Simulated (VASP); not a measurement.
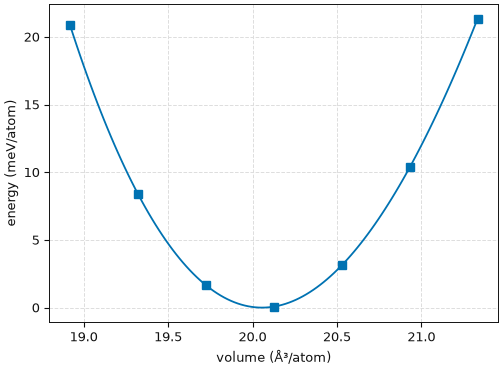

Plotted: energy against volume.

Method: plane-wave DFT, no spin polarisation; energies at scaled volumes of the given cell, shape and fractions fixed, counted from the fit's minimum, third-order Birch-Murnaghan fit (VASP 6.6.1). Level: PBEsol.

> For which of these solids was it computed?
A. Si, P6_3/mmc (No. 194)
B. CdS, F-43m (No. 216)
C. Bi, C2/m (No. 12)

A, Si: energy from 0.07 meV/atom to 21.34 meV/atom, V0 20.06 Å³/atom, B0 93.7 GPa. The others give: Bi, energy from 0.41 meV/atom to 59.19 meV/atom, V0 32.38 Å³/atom, B0 55.5 GPa; CdS, energy from 0.03 meV/atom to 20.78 meV/atom, V0 24.87 Å³/atom, B0 61.2 GPa.

For Bi, limits of the calculation: spin-orbit coupling left out, heavy elements; shape and atomic fractions are frozen while scaling, which makes layered, chain and framework solids too stiff.

For Si, limits of the calculation: shape and atomic fractions are frozen while scaling, which makes layered, chain and framework solids too stiff.
